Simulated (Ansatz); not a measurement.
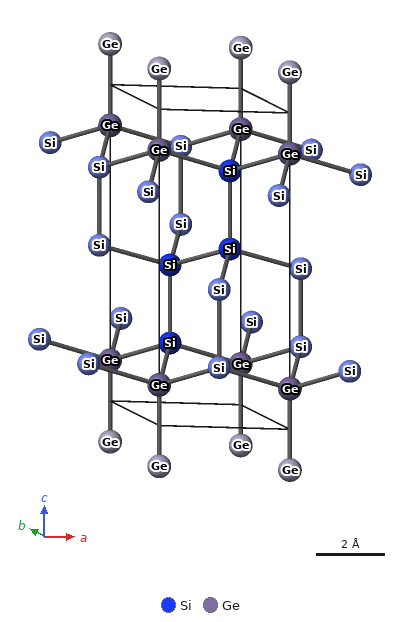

Fig. 1: The structure as given in the input (ball-and-stick view of the cell of the calculation, seen slightly off an axis; neighbours outside the cell are drawn fainter). An atom can appear more than once, as a periodic image.

**Band-structure calculation, with input and output: GeSi2**

GeSi2 (P-3m1, 6 atoms in the cell), computed with DFT, PBE, plane waves, PAW, no spin polarisation (Ansatz 0.2.0).

The structure was built on a prototype by a generator. The geometry comes from this level: r2SCAN. Figures and captions count atoms from 1; the log counts them from 0 in places.

The input
```yaml
crystal:
  lattice:
    - [3.8989921695, 0.0, 0.0]
    - [-1.9494960847, 3.3766262679, 0.0]
    - [0.0, 0.0, 9.5421657084]
  atoms:
    - { symbol: Si, position: [0.6666666667, 0.3333333333, 0.5401940173] }
    - { symbol: Si, position: [0.3333333333, 0.6666666667, 0.2131019904] }
    - { symbol: Ge, position: [0.0, 0.0, 0.8713401613] }
    - { symbol: Si, position: [0.3333333333, 0.6666666667, 0.4598059827] }
    - { symbol: Ge, position: [0.0, 0.0, 0.1286598387] }
    - { symbol: Si, position: [0.6666666667, 0.3333333333, 0.7868980096] }
kpoints:
  mp_grid: { grid: [12, 12, 4] }
  band_path:
    path:
      - [[0.0, 0.0, 0.0], [0.5, -1.777296535068e-17, 4.182793799923e-18], [0.3333333333333, 0.3333333333333, 1.673117519969e-18], [0.0, 0.0, 0.0], [3.958930366038e-35, 1.36914086665e-35, 0.5], [0.5, -1.808720621837e-17, 0.5], [0.3333333333333, 0.3333333333333, 0.5], [3.958930366038e-35, 1.36914086665e-35, 0.5]]
      - [[0.5, -1.808720621837e-17, 0.5], [0.5, -1.777296535068e-17, 4.182793799923e-18]]
      - [[0.3333333333333, 0.3333333333333, 0.5], [0.3333333333333, 0.3333333333333, 1.673117519969e-18]]
    npoints: 10
hamiltonian:
  xc: pbe
scf:
  occupations: { method: fermi_dirac, width: 0.02 }
  n_extra_bands: 5
output:
  forces: true
  stress: true
  eigenvalues: true
  write_density: true
  write_potential: true
  elf: true
  volumetric_format: npy
```

Machine: 4 threads of Arm Neoverse V2, 24 GiB of memory available, shared host.

Launch command:
```bash
ansatz run input.yaml --threads 4 --pin off --max-ram 6451MiB --backend cpu --events-out ev --progress --plain --runs-dir out
```

Log
```
scf.n_extra_bands = 5 over 22 filled bands (N_el = 44.0): the run solves 27 bands
Engine: ansatz 0.2.0, aarch64-unknown-linux-gnu
Pseudopotentials: kind: paw
Pseudopotential: Si, paw, valence charge 4, recommended cutoff 420 eV (normal), Si.paw.azcp
Pseudopotential: Ge, paw, valence charge 14, recommended cutoff 420 eV (normal), Ge.paw.azcp
Functional definition: PBE
  parameter kappa = 0.804
  parameter beta = 0.06672455060314922
  exchange = pbe_x(kappa = kappa, mu = beta*pi^2/3)
  correlation = pbe_c(beta = beta)
Crystal: 6 atoms, lattice volume = 125.627 Å³
Basis set: ecut = 420 eV, 2515 PW (Γ), exchange–correlation on 54×54×128 points (8 copies of the dense FFT grid, shifted against one another)
Bands: 27, of which v1, the nominal top of the filled ones, is band 22 counted from 1 (21 counted from 0)
Symmetry: 12 space group operations
Space group: P-3m1 (ITA 164), of the structure as read, at distance tolerance 5.0e-5 Å
k-points: 69 of 576
Non-local potential: Si, projectors of the file, l = 0: 2, l = 1: 2, l = 2: 2
Non-local potential: Ge, projectors of the file, l = 0: 2, l = 1: 2, l = 2: 3, l = 3: 1
PAW form: soft (Blöchl's): semilocal exchange-correlation on the pseudo side does not see the compensation charge
PAW one-centre angular grid: Si, 110 points (default); XC on 64 Gauss nodes
PAW one-centre angular grid: Ge, 590 points (default); XC on 64 Gauss nodes
Initial density: superposition of atomic densities (neutral atoms: chi_scale 0, normalization atom), corrected by the library's trained network
Initial wavefunctions: pseudopotential atomic-orbital guess
Functional: x = pbe(κ = 0.804, μ = 0.2195149727645171), c = pbe(β = 0.06672455060314922)
SCF iter   1: F=—  HF=-11133.094954 eV  |F-HF|=—  |Δ(HF+E_count)|=         —  Δρ=1.24e-3  dr2=2.34e-3  ethr=1.77e-3  ⟨swp⟩=6.9  Hψ=9049  notcnv=0
preconditioner: auto → Resta (q_TF=auto, 2.291 Å⁻¹)  ε∞=5.4  [insulator: Δε(μ)=0.575 eV  Ē_g=7.780 eV  σ=0.020 eV  W_gap=1.00  n_scr=36 (ndim 8)  ℏωp=16.2 eV  f_vac=0.000  D(μ)=0.00/eV (n_scr^D=0)  ε∞_Penn≈5.4]
SCF iter   2: F=—  HF=-11133.094101 eV  |F-HF|=—  |Δ(HF+E_count)|=   8.53e-4  Δρ=8.09e-4  dr2=7.81e-4  ethr=5.31e-6  ⟨swp⟩=2.0  Hψ=4021  notcnv=0  defer=17
SCF iter   3: F=—  HF=-11133.094117 eV  |F-HF|=—  |Δ(HF+E_count)|=   1.55e-5  Δρ=3.04e-4  dr2=1.13e-4  ethr=1.77e-6  ⟨swp⟩=2.0  Hψ=3320  notcnv=0  defer=20
SCF iter   4: F=—  HF=-11133.094106 eV  |F-HF|=—  |Δ(HF+E_count)|=   1.11e-5  Δρ=1.17e-4  dr2=2.50e-5  ethr=2.57e-7  ⟨swp⟩=2.0  Hψ=2492  notcnv=0  defer=20
SCF iter   5: F=—  HF=-11133.094002 eV  |F-HF|=—  |Δ(HF+E_count)|=   1.04e-4  Δρ=2.64e-5  dr2=1.25e-6  ethr=5.69e-8  ⟨swp⟩=2.0  Hψ=3320  notcnv=0  defer=20
SCF iter   6: F=—  HF=-11133.094003 eV  |F-HF|=—  |Δ(HF+E_count)|=   1.27e-6  Δρ=7.12e-6  dr2=1.00e-7  ethr=2.85e-9  ⟨swp⟩=2.0  Hψ=3320  notcnv=0  defer=20
SCF iter   7: F=-11133.094003 eV  HF=-11133.094003 eV  |F-HF|=2.76e-9  |Δ(HF+E_count)|=   1.69e-7  Δρ=1.60e-6  dr2=2.30e-9  ethr=2.27e-10  ⟨swp⟩=12.3  Hψ=12577  notcnv=0
SCF 1 converged in 7 iterations: F = -11133.094003 eV  dr2 = 2.30e-9
  greatest PAW one-centre occupation: 0.998 electrons in one spin orbital (limit 2), on the Ge atom at site 4 (counted from 0), in its partial waves of l = 2
NSCF: frozen V_eff on 93 k-points
SCF converged after 7 iterations
Free energy (F): -11133.094003 eV
Harris-Foulkes:  -11133.094003 eV  (|F-HF|=2.76e-9)
Internal energy: -11133.094003 eV  (E = F + TS)
E sigma→0 (E₀):  -11133.094003 eV
Fermi energy:    7.344861 eV
--- Per-component energies (eV) ---
  E_band       = -301.285266
  E_kinetic    = 384.319906
  E_local      = -6457.098989  (includes V_loc(G=0)·N_el)
  E_nonlocal   = 941.771007
  E_hartree    = 2891.764173
  E_xc         = -371.928187
  E_vxc        = -316.288376  (∫ρ·V_xc dr)
  E_paw        = -6091.708257  (= ΣΔE_a)
  E_vpaw       = -637.520522  (= ΣTr[D̂ρ^β])
  E_aug_tail   = 0.000570  (compensation charges beyond the density's cutoff)
  E_ewald      = -2430.214227
  E_smearing   = -0.000000  (= −TS)
  E_closure    = -0.000000  (closes the sum)
  Σ components = -11133.094003   (vs F -11133.094003, Δ=0.00e0)
--- Forces (eV/Å), atoms counted from 1 ---
  atom   1  Si    -0.00000000     0.00000000    -0.01293277
  atom   2  Si    -0.00000000     0.00000000     0.08406294
  atom   3  Ge    -0.00000000     0.00000000    -0.04508999
  atom   4  Si     0.00000000    -0.00000000     0.01293277
  atom   5  Ge     0.00000000    -0.00000000     0.04508999
  atom   6  Si     0.00000000    -0.00000000    -0.08406294
  max |Σ_I F_I| component: 2.78e-17 eV/Å
--- Stress (GPa, compression-positive) ---
        1.981641      -0.000000      -0.000000
        0.000000       1.981641       0.000000
       -0.000000       0.000000       1.943911
  P = ⅓ Tr σ = 1.9691 GPa (19.691 kbar)
--- Band table (eV; the first three rows and the last of 69) ---
  k-point 0: bands = ["-17.3486", "-17.2593", "-17.2593", "-17.2222", "-17.2222", "-17.2057", "-17.2057", "-17.1668", "-17.1668", "-17.1243", "-5.2148", "-3.9406", "-3.7297", "1.3824", "1.6206", "5.8549", "5.8549", "6.0844", "6.0844", "7.0223", "7.0644", "7.0644", "8.3114", "8.3847", "9.2274", "9.5462", "9.5462"]
  k-point 1: bands = ["-17.3486", "-17.2593", "-17.2593", "-17.2222", "-17.2222", "-17.2057", "-17.2057", "-17.1668", "-17.1668", "-17.1243", "-5.1356", "-4.3889", "-3.2402", "0.3938", "2.8990", "5.7799", "5.7799", "6.0599", "6.2526", "6.2526", "6.9155", "6.9155", "8.1610", "8.6358", "9.2855", "9.7449", "9.7449"]
  k-point 2: bands = ["-17.3486", "-17.2593", "-17.2593", "-17.2222", "-17.2222", "-17.2057", "-17.2057", "-17.1668", "-17.1668", "-17.1243", "-4.9876", "-4.6957", "-2.9369", "-0.0843", "4.2531", "4.6841", "5.7355", "5.7355", "6.4924", "6.4924", "6.6694", "6.6694", "8.1046", "8.9590", "8.9916", "10.0154", "10.0154"]
  k-point 68: bands = ["-17.3431", "-17.2626", "-17.2626", "-17.2183", "-17.2183", "-17.2010", "-17.2010", "-17.1685", "-17.1685", "-17.1165", "-2.4849", "-1.7647", "-1.7647", "-0.6853", "0.1439", "0.1439", "2.8857", "3.0468", "3.0468", "4.2257", "4.2257", "4.3160", "10.1474", "10.3365", "10.3365", "10.3830", "10.8554"]
```

File rho_z.tsv
```
# z_ang	rho[e/angstrom^3]
# format = ansatz-planar-average/11
# lattice	3.898992169	-0.000000000	0.000000000
# lattice	-1.949496085	3.376626268	0.000000000
# lattice	0.000000000	0.000000000	9.542165708
# sites	6
# site	14	1.949496085	1.125542089	5.154620828
# site	14	0.000000000	2.251084179	2.033454505
# site	32	0.000000000	0.000000000	8.314472208
# site	14	0.000000000	2.251084179	4.387544881
# site	32	0.000000000	0.000000000	1.227693501
# site	14	1.949496085	1.125542089	7.508711203
0.000000	1.070110e-1
0.149096	1.114616e-1
0.298193	1.251755e-1
0.447289	1.529304e-1
0.596385	2.091045e-1
0.745482	3.354180e-1
0.894578	6.269726e-1
1.043674	1.120615e0
1.192771	1.511062e0
1.341867	1.390899e0
1.490963	9.318616e-1
1.640060	5.669817e-1
1.789156	3.893008e-1
1.938252	3.034310e-1
2.087349	2.489876e-1
2.236445	2.103817e-1
2.385541	1.825817e-1
2.534638	1.636227e-1
2.683734	1.488977e-1
2.832830	1.363112e-1
2.981927	1.260881e-1
3.131023	1.205527e-1
3.280119	1.204473e-1
3.429216	1.262189e-1
3.578312	1.365052e-1
3.727408	1.497746e-1
3.876505	1.647026e-1
4.025601	1.834337e-1
4.174697	2.083391e-1
4.323794	2.391446e-1
4.472890	2.698703e-1
4.621987	2.927231e-1
4.771083	3.009952e-1
4.920179	2.927231e-1
5.069276	2.698703e-1
5.218372	2.391446e-1
5.367468	2.083391e-1
5.516565	1.834337e-1
5.665661	1.647026e-1
5.814757	1.497746e-1
5.963854	1.365052e-1
6.112950	1.262189e-1
6.262046	1.204473e-1
6.411143	1.205527e-1
6.560239	1.260881e-1
6.709335	1.363112e-1
6.858432	1.488977e-1
7.007528	1.636227e-1
7.156624	1.825817e-1
7.305721	2.103817e-1
7.454817	2.489876e-1
7.603913	3.034310e-1
7.753010	3.893008e-1
7.902106	5.669817e-1
8.051202	9.318616e-1
8.200299	1.390899e0
8.349395	1.511062e0
8.498491	1.120615e0
8.647588	6.269726e-1
8.796684	3.354180e-1
8.945780	2.091045e-1
9.094877	1.529304e-1
9.243973	1.251755e-1
9.393069	1.114616e-1
```

File v_z.tsv
```
# z_ang	v_es[eV]	v_tot[eV]
# format = ansatz-planar-average/11
# xc	pbe
# density_cutoff_ev	1680
# datasets	Si=:simpson_from_first_knot:soft	Ge=:simpson_from_first_knot:soft
# lattice	3.898992169	-0.000000000	0.000000000
# lattice	-1.949496085	3.376626268	0.000000000
# lattice	0.000000000	0.000000000	9.542165708
# sites	6
# site	14	1.949496085	1.125542089	5.154620828
# site	14	0.000000000	2.251084179	2.033454505
# site	32	0.000000000	0.000000000	8.314472208
# site	14	0.000000000	2.251084179	4.387544881
# site	32	0.000000000	0.000000000	1.227693501
# site	14	1.949496085	1.125542089	7.508711203
0.000000	9.087267e0	2.100062e0
0.149096	8.870799e0	1.802352e0
0.298193	8.156586e0	8.304954e-1
0.447289	6.838820e0	-9.349742e-1
0.596385	5.180357e0	-3.229478e0
0.745482	3.519297e0	-5.692389e0
0.894578	1.969475e0	-8.062469e0
1.043674	5.747964e-1	-1.014118e1
1.192771	-6.239473e-1	-1.183603e1
1.341867	-1.790702e0	-1.328312e1
1.490963	-2.894156e0	-1.455227e1
1.640060	-3.641272e0	-1.536178e1
1.789156	-3.817444e0	-1.539053e1
1.938252	-3.268387e0	-1.452406e1
2.087349	-2.061278e0	-1.285472e1
2.236445	-4.882952e-1	-1.065093e1
2.385541	1.376459e0	-8.057914e0
2.534638	3.508046e0	-5.176069e0
2.683734	5.639665e0	-2.482474e0
2.832830	7.344839e0	-3.881588e-1
2.981927	8.372914e0	9.319246e-1
3.131023	8.869071e0	1.581863e0
3.280119	8.884260e0	1.594336e0
3.429216	8.419658e0	9.711916e-1
3.578312	7.427447e0	-3.225888e-1
3.727408	5.758799e0	-2.390407e0
3.876505	3.624396e0	-5.083285e0
4.025601	1.461090e0	-7.996550e0
4.174697	-4.496018e-1	-1.062275e1
4.323794	-1.974754e0	-1.270928e1
4.472890	-3.241665e0	-1.432146e1
4.621987	-4.182404e0	-1.549382e1
4.771083	-4.527365e0	-1.594818e1
4.920179	-4.182404e0	-1.549382e1
5.069276	-3.241665e0	-1.432146e1
5.218372	-1.974754e0	-1.270928e1
5.367468	-4.496018e-1	-1.062275e1
5.516565	1.461090e0	-7.996550e0
5.665661	3.624396e0	-5.083285e0
5.814757	5.758799e0	-2.390407e0
5.963854	7.427447e0	-3.225888e-1
6.112950	8.419658e0	9.711916e-1
6.262046	8.884260e0	1.594336e0
6.411143	8.869071e0	1.581863e0
6.560239	8.372914e0	9.319246e-1
6.709335	7.344839e0	-3.881588e-1
6.858432	5.639665e0	-2.482474e0
7.007528	3.508046e0	-5.176069e0
7.156624	1.376459e0	-8.057914e0
7.305721	-4.882952e-1	-1.065093e1
7.454817	-2.061278e0	-1.285472e1
7.603913	-3.268387e0	-1.452406e1
7.753010	-3.817444e0	-1.539053e1
7.902106	-3.641272e0	-1.536178e1
8.051202	-2.894156e0	-1.455227e1
8.200299	-1.790702e0	-1.328312e1
8.349395	-6.239473e-1	-1.183603e1
8.498491	5.747964e-1	-1.014118e1
8.647588	1.969475e0	-8.062469e0
8.796684	3.519297e0	-5.692389e0
8.945780	5.180357e0	-3.229478e0
9.094877	6.838820e0	-9.349742e-1
9.243973	8.156586e0	8.304954e-1
9.393069	8.870799e0	1.802352e0
```

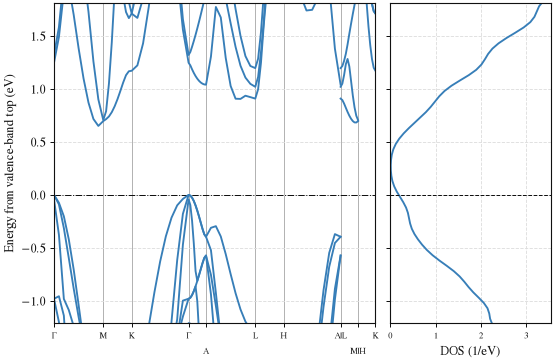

Fig. 2: Band structure along Γ–M–K–Γ–A–L–H–A|L–M|H–K and density of states (the curve is built from the levels of the k mesh with Gaussians 0.3 eV wide, which also blur the band edges), with energies from the valence-band top. There is a gap of 0.65 eV on this path, indirect, from Γ to between Γ and M.

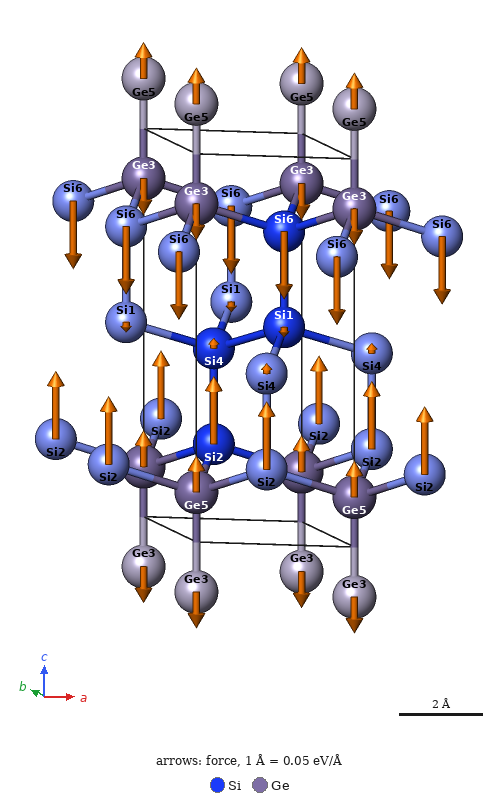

Fig. 3: Forces on the atoms as orange arrows (ball-and-stick view of the cell of the calculation, seen slightly off an axis; neighbours outside the cell are drawn fainter; atoms are numbered from 1 in the order of the input). The largest act on Si2, Si6 (0.08 eV/Å); Ge3, Ge5 (0.05 eV/Å). The geometry is not a stationary point of this energy.

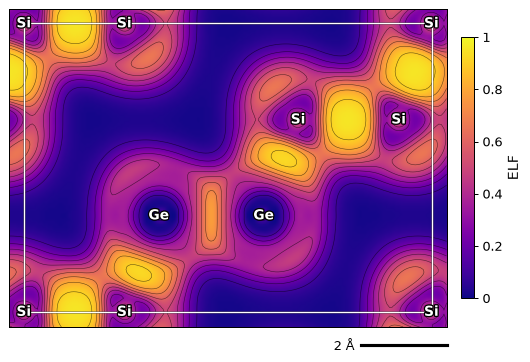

Fig. 4: Electron localisation function on the (110) plane of the conventional cell. Atoms in the plane: Si and Ge. Ge–Ge (2.46 Å): the ELF peaks at about 0.80 between the atoms, as expected for localised, shared-pair bonding. Core electrons are frozen (PAW), so the fields are smoothed inside the atomic spheres.

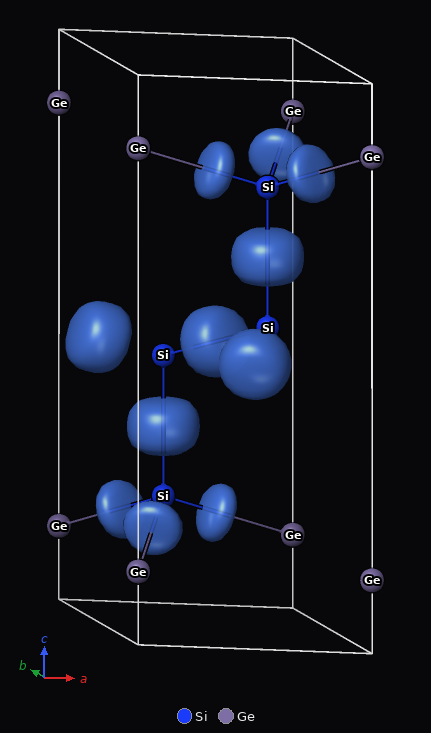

Fig. 5: Isosurface of the electron localisation function at 0.85 (blue), seen slightly off an axis. Only the valence region is drawn (cores and ρ < 0.01 e/Å³ removed). Sticks mark near contacts. The outline is the cell set on symmetry axes. Profiles from the grid: Si–Si (2.35 Å): the ELF peaks at about 0.95 between the atoms (localised, shared-pair bonding).

Results in brief

```tsv
quantity	value
outcome	converged
space group (tolerance 0.01 Å)	P-3m1 (164)
electrons treated	44
free energy	−11133.0940 eV
Fermi energy	7.345 eV
band gap	0.58 eV
pressure	1.97 GPa
largest force (length of the vector)	0.084 eV/Å
wall time	5.5 s (CPU time 21 s)
peak memory	0.55 GiB
```
